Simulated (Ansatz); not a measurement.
# Two runs on CoPdO2

System: CoPdO2 (R-3m, 4 atoms in the cell).
Method of run A: DFT, PBEsol, PAW with Ansatz's default frozen-core files, scalar-relativistic, spin-polarised (Ansatz 0.2.0).

The structure derives from a Materials Project entry. Text and figures count atoms from 1; the logs count them from 0 in places.

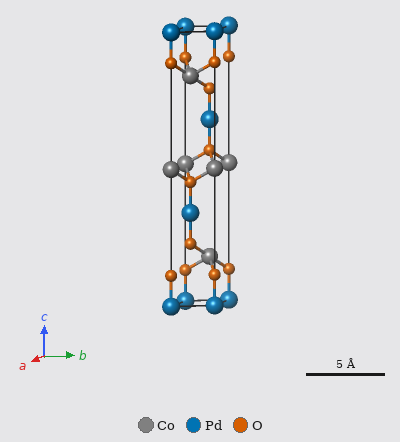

Figure 1. The structure as given in the input (ball-and-stick view of the cell 3 times as large as that of the calculation, set on its symmetry axes, seen slightly off an axis). An atom can appear more than once, as a periodic image. Near neighbours in the periodic cell (some may lie outside the picture): Co has 6 O at 1.92 Å; Pd has 2 O at 2.01 Å; O has 3 Co at 1.92 Å and 1 Pd at 2.01 Å.

### Input, run A
```yaml
crystal:
  lattice:
    - [1.4316899074, 0.8265865534, 5.9577715763]
    - [-1.4316899074, 0.8265865534, 5.9577715763]
    - [0.0, -1.6531731068, 5.9577715763]
  atoms:
    - { symbol: Co, position: [0.5, 0.5, 0.5] }
    - { symbol: Pd, position: [0.0, 0.0, 0.0] }
    - { symbol: O, position: [0.887524, 0.887524, 0.887524] }
    - { symbol: O, position: [0.112476, 0.112476, 0.112476] }
magnetization:
  spin_polarized: true
  initial_magnetization: 0.0
  spin_locking: { lock_magnetization: hard }
kpoints:
  mp_grid: { grid: [12, 12, 12] }
scf:
  occupations: { method: fermi_dirac, width: 0.08 }
  lower_state_search: "off"
hamiltonian:
  xc: pbesol
  pseudopotentials: { kind: paw }
output:
  forces: true
  stress: true
  eigenvalues: true
  write_density: true
  write_potential: true
  elf: true
  volumetric_format: npy
```

Launched with:
```bash
ansatz run input.yaml --threads 2 --pin off --max-ram 6144MiB --backend cpu --events-out ev --progress --plain --runs-dir out
```

Hardware: 2 threads of AMD EPYC (Zen 5), 32 GiB of memory available, shared host.

### Output, shortened to warnings, some set-up lines, iterations and results (run A)
```
Warning: output.stress: scf.convergence.dr2_threshold = 1e-7 eV (the SCF's general default) is looser than the 4e-10 eV advised for a printed stress (1e-10 eV for each atom of the cell: 4). What an SCF threshold leaves in a stress goes as its square root, and in the free energy as the threshold itself, and one threshold admits the most on a small cell: of the crystals measured, under no hybrid …
Basis set: ecut = 420 eV, 829 PW (Γ), FFT grids on a1−a2, a2, −a2+a3, exchange–correlation on 40×90×40 points (8 copies of the dense FFT grid, shifted against one another)
Symmetry: 12 space group operations
k-points: 189 of 1728
Initial density: superposition of atomic densities (chi_scale 0.1, normalization cell, long waves kept (reshape's long-wave potential 0.33 eV rms))
[...]
SCF iter   1: F=—  HF=-13128.759738 eV  |F-HF|=—  |Δ(HF+E_count)|=         —  Δρ=2.80e-1 (↑2.80e-1 ↓2.80e-1)  dr2=2.02e2  dr2_m=0.00e0  M=0.000 μB ∫|m|=0.000 μB  β_m=0.30  …
SCF iter   2: F=—  HF=-13125.327260 eV  |F-HF|=—  |Δ(HF+E_count)|=    3.43e0  Δρ=2.07e-1 (↑2.07e-1 ↓2.07e-1)  dr2=5.46e1  dr2_m=0.00e0  M=0.000 μB ∫|m|=0.000 μB  β_m=0.24  …
SCF iter   3: F=—  HF=-13120.373959 eV  |F-HF|=—  |Δ(HF+E_count)|=    4.95e0  Δρ=6.12e-2 (↑6.12e-2 ↓6.12e-2)  dr2=2.63e0  dr2_m=0.00e0  M=0.000 μB ∫|m|=0.000 μB  β_m=0.55  …
SCF iter   4: F=—  HF=-13119.828098 eV  |F-HF|=—  |Δ(HF+E_count)|=   5.46e-1  Δρ=3.40e-2 (↑3.40e-2 ↓3.40e-2)  dr2=7.41e-1  dr2_m=0.00e0  M=0.000 μB ∫|m|=0.000 μB  β_m=0.56  …
SCF iter   5: F=—  HF=-13119.890552 eV  |F-HF|=—  |Δ(HF+E_count)|=   6.25e-2  Δρ=1.83e-2 (↑1.83e-2 ↓1.83e-2)  dr2=5.40e-1  dr2_m=0.00e0  M=0.000 μB ∫|m|=0.000 μB  β_m=0.69  …
[... 5 lines ...]
SCF iter  11: F=—  HF=-13119.793035 eV  |F-HF|=—  |Δ(HF+E_count)|=   1.42e-5  Δρ=6.58e-5 (↑6.58e-5 ↓6.58e-5)  dr2=2.04e-5  dr2_m=0.00e0  M=0.000 μB ∫|m|=0.000 μB  β_m=0.83  …
SCF iter  12: F=—  HF=-13119.793038 eV  |F-HF|=—  |Δ(HF+E_count)|=   2.45e-6  Δρ=8.20e-5 (↑8.20e-5 ↓8.20e-5)  dr2=1.07e-5  dr2_m=0.00e0  M=0.000 μB ∫|m|=0.000 μB  β_m=0.78  …
SCF iter  13: F=—  HF=-13119.793037 eV  |F-HF|=—  |Δ(HF+E_count)|=   6.92e-7  Δρ=7.37e-6 (↑7.37e-6 ↓7.37e-6)  dr2=1.44e-7  dr2_m=0.00e0  M=0.000 μB ∫|m|=0.000 μB  β_m=0.89  …
SCF iter  14: F=-13119.793037 eV  HF=-13119.793037 eV  |F-HF|=7.34e-8  |Δ(HF+E_count)|=   6.15e-9  Δρ=7.73e-6 (↑7.73e-6 ↓7.73e-6)  dr2=8.59e-8  dr2_m=0.00e0  M=0.000 μB …
SCF 1 converged in 14 iterations: F = -13119.793037 eV  dr2 = 8.59e-8
SCF converged after 14 iterations
Stability checked in part: among states of this total moment the steps that led to this state did not find it unstable. No probe was made; neither looks for a lower state of another moment (fixed_total_moment; see scf.lower_state_search)
Magnetization: 0.0000 μB (23.5000 up, 23.5000 down)
Absolute magnetization: 0.0000 μB (∫|ρ↑−ρ↓|)
Spin contamination: 0.0000 ħ² per cell (⟨S²⟩ above its minimum at these occupations)
Per-site moments (μB) at R_I (Å): [(0.0, 0.7903550643110046), (0.0, 0.8292565658221992), (0.0, 0.7903550643110047), (0.0, 0.7903550643110046)]
Free energy (F): -13119.793037 eV
Harris-Foulkes:  -13119.793037 eV  (|F-HF|=7.34e-8)
Internal energy: -13119.766431 eV  (E = F + TS)
E sigma→0 (E₀):  -13119.779734 eV
Entropy (-TS):   -0.026606 eV (-6.652 meV/atom)
Fermi energy:    14.151117 (↑ 14.151117, ↓ 14.151117) eV
--- Per-component energies (eV) ---
  E_band       = -519.233400
  E_kinetic    = 1308.885186
  E_local      = -6090.275250  (includes V_loc(G=0)·N_el)
  E_nonlocal   = 772.545295
  E_hartree    = 2484.451977
  E_xc         = -467.848641
  E_vxc        = -598.426022  (∫ρ·V_xc dr)
  E_paw        = -5468.460499  (= ΣΔE_a)
  E_vpaw       = -880.882529  (= ΣTr[D̂ρ^β])
  E_aug_tail   = 0.004937  (compensation charges beyond the density's cutoff)
  E_ewald      = -5659.630956
  E_core_change = 0.561519  (= ΣΔE_core)
  E_smearing   = -0.026606  (= −TS)
  E_closure    = -0.000000  (closes the sum)
  Σ components = -13119.793037   (vs F -13119.793037, Δ=0.00e0)
--- Forces (eV/Å), atoms counted from 1 ---
  atom   1  Co    -0.00000000    -0.00000000    -0.00000000
  atom   2  Pd    -0.00000000     0.00000000     0.00000000
  atom   3  O      0.00000000    -0.00000000    -0.27049071
  atom   4  O      0.00000000     0.00000000     0.27049071
  max |Σ_I F_I| component: 1.11e-16 eV/Å
--- Stress (GPa, compression-positive) ---
       -9.682535       0.000000       0.000000
        0.000000      -9.682535      -0.000000
        0.000000      -0.000000     -10.959838
  P = ⅓ Tr σ = -10.1083 GPa (-101.083 kbar)
```

For run B the input was changed thus:
```diff
-    - { symbol: Co, position: [0.5, 0.5, 0.5] }
+    - { symbol: Co, position: [0.5, 0.5, 0.5], spin: 0.15 }
-  initial_magnetization: 0.0
+  initial_magnetization: 0.15
```

Predict how the results change.

The total moment is fixed by the input in run A and run B, so the state need not be the lowest. With the same functional and potentials, run B lies 1.7 meV per atom higher. The net moment of the cell goes from 0.00 to 0.15 μB. The SCF takes 16 iterations against 14. On the same kind of shared host run B took about 1.9 times as long.

### Output, shortened to warnings, some set-up lines, iterations and results (run B)
```
Warning: output.stress: scf.convergence.dr2_threshold = 1e-7 eV (the SCF's general default) is looser than the 4e-10 eV advised for a printed stress (1e-10 eV for each atom of the cell: 4). What an SCF threshold leaves in a stress goes as its square root, and in the free energy as the threshold itself, and one threshold admits the most on a small cell: of the crystals measured, under no hybrid …
Basis set: ecut = 420 eV, 829 PW (Γ), FFT grids on a1−a2, a2, −a2+a3, exchange–correlation on 40×90×40 points (8 copies of the dense FFT grid, shifted against one another)
Symmetry: 12 space group operations
k-points: 189 of 1728
Initial density: superposition of atomic densities (chi_scale 0.1, normalization cell, long waves kept (reshape's long-wave potential 0.33 eV rms))
[...]
SCF iter   1: F=—  HF=-13128.752301 eV  |F-HF|=—  |Δ(HF+E_count)|=         —  Δρ=2.88e-1 (↑2.72e-1 ↓2.88e-1)  dr2=2.02e2  dr2_m=2.71e-2  M=0.150 μB ∫|m|=0.150 μB  β_m=0.30  …
SCF iter   2: F=—  HF=-13125.316803 eV  |F-HF|=—  |Δ(HF+E_count)|=    3.44e0  Δρ=2.09e-1 (↑2.04e-1 ↓2.09e-1)  dr2=5.45e1  dr2_m=4.49e-3  M=0.150 μB ∫|m|=0.156 μB  β_m=0.24  …
SCF iter   3: F=—  HF=-13120.367238 eV  |F-HF|=—  |Δ(HF+E_count)|=    4.95e0  Δρ=6.24e-2 (↑6.24e-2 ↓6.06e-2)  dr2=2.71e0  dr2_m=2.05e-3  M=0.150 μB ∫|m|=0.150 μB  β_m=0.55  …
SCF iter   4: F=—  HF=-13119.820712 eV  |F-HF|=—  |Δ(HF+E_count)|=   5.47e-1  Δρ=3.52e-2 (↑3.52e-2 ↓3.27e-2)  dr2=7.35e-1  dr2_m=5.72e-3  M=0.150 μB ∫|m|=0.152 μB  β_m=0.57  …
SCF iter   5: F=—  HF=-13119.884397 eV  |F-HF|=—  |Δ(HF+E_count)|=   6.37e-2  Δρ=1.86e-2 (↑1.81e-2 ↓1.86e-2)  dr2=5.65e-1  dr2_m=2.99e-4  M=0.150 μB ∫|m|=0.152 μB  β_m=0.69  …
[... 7 lines ...]
SCF iter  13: F=—  HF=-13119.786275 eV  |F-HF|=—  |Δ(HF+E_count)|=   8.05e-7  Δρ=6.11e-5 (↑5.82e-5 ↓6.11e-5)  dr2=5.97e-6  dr2_m=3.26e-9  M=0.150 μB ∫|m|=0.151 μB  β_m=0.79  …
SCF iter  14: F=—  HF=-13119.786275 eV  |F-HF|=—  |Δ(HF+E_count)|=   3.81e-7  Δρ=7.72e-6 (↑7.45e-6 ↓7.72e-6)  dr2=1.00e-7  dr2_m=1.70e-10  M=0.150 μB ∫|m|=0.151 μB  β_m=0.74  …
SCF iter  15: F=-13119.786275 eV  HF=-13119.786275 eV  |F-HF|=3.66e-9  |Δ(HF+E_count)|=   4.04e-9  Δρ=1.44e-6 (↑1.35e-6 ↓1.44e-6)  dr2=5.20e-9  dr2_m=4.92e-11  M=0.150 μB …
SCF iter  16: F=-13119.786275 eV  HF=-13119.786275 eV  |F-HF|=6.00e-10  |Δ(HF+E_count)|=  3.46e-10  Δρ=9.28e-7 (↑9.28e-7 ↓7.44e-7)  dr2=9.15e-10  dr2_m=4.50e-12  M=0.150 μB …
SCF 1 converged in 16 iterations: F = -13119.786275 eV  dr2 = 9.15e-10
SCF converged after 16 iterations
Stability checked in part: among states of this total moment the steps that led to this state did not find it unstable. No probe was made; neither looks for a lower state of another moment (fixed_total_moment; see scf.lower_state_search)
Magnetization: 0.1500 μB (23.5750 up, 23.4250 down)
Absolute magnetization: 0.1515 μB (∫|ρ↑−ρ↓|, with the PAW one-centre terms)
Spin contamination: 0.0002 ħ² per cell (⟨S²⟩ above its minimum at these occupations)
Per-site moments (μB) at R_I (Å): [(0.04410090841007237, 0.7903550643110046), (0.07458068076366635, 0.8292565658221992), (0.004874015518463943, 0.7903550643110047), (0.004874015518464033, 0.7903550643110046)]
Free energy (F): -13119.786275 eV
Harris-Foulkes:  -13119.786275 eV  (|F-HF|=6.00e-10)
Internal energy: -13119.761091 eV  (E = F + TS)
E sigma→0 (E₀):  -13119.773683 eV
Entropy (-TS):   -0.025183 eV (-6.296 meV/atom)
Fermi energy:    14.113676 (↑ 14.215401, ↓ 14.011951) eV
--- Per-component energies (eV) ---
  E_band       = -519.241553
  E_kinetic    = 1308.889357
  E_local      = -6090.278824  (includes V_loc(G=0)·N_el)
  E_nonlocal   = 772.555797
  E_hartree    = 2484.450189
  E_xc         = -467.850428
  E_vxc        = -598.428310  (∫ρ·V_xc dr)
  E_paw        = -5468.462684  (= ΣΔE_a)
  E_vpaw       = -880.883446  (= ΣTr[D̂ρ^β])
  E_aug_tail   = 0.004938  (compensation charges beyond the density's cutoff)
  E_ewald      = -5659.630956
  E_core_change = 0.561519  (= ΣΔE_core)
  E_smearing   = -0.025183  (= −TS)
  E_closure    = -0.000000  (closes the sum)
  Σ components = -13119.786275   (vs F -13119.786275, Δ=0.00e0)
--- Forces (eV/Å), atoms counted from 1 ---
  atom   1  Co     0.00000000    -0.00000000     0.00000000
  atom   2  Pd     0.00000000     0.00000000     0.00000000
  atom   3  O      0.00000000    -0.00000000    -0.27331760
  atom   4  O      0.00000000     0.00000000     0.27331760
  max |Σ_I F_I| component: 2.10e-30 eV/Å
--- Stress (GPa, compression-positive) ---
       -9.643529       0.000000       0.000000
        0.000000      -9.643529      -0.000000
        0.000000      -0.000000     -10.831599
  P = ⅓ Tr σ = -10.0396 GPa (-100.396 kbar)
```

### The two runs side by side

| quantity | run A | run B |
| --- | --- | --- |
| outcome | converged | converged |
| free energy per atom (eV) | −3279.9483 | −3279.9466 |
| energy per atom, smearing taken to zero (eV) | −3279.9449 | −3279.9434 |
| net moment of the cell (μB) | 0.00 | 0.15 |
| absolute moment of the cell (μB) | 0.00 | 0.15 |
| pressure (GPa) | −10.11 | −10.04 |
| largest force (eV/Å) | 0.270 | 0.273 |
| SCF iterations | 14 | 16 |
| irreducible k-points | 189 | 189 |
| plane waves at Γ | 829 | 829 |
| wall time (shared host) | 3.7 s | 7 s |

For both runs: Warnings: the SCF threshold is looser than advised for the printed stress. For run A: The cell is under a tension of 10.1 GPa at this level, so it is not at its equilibrium volume. For run B: The cell is under a tension of 10.0 GPa at this level, so it is not at its equilibrium volume.
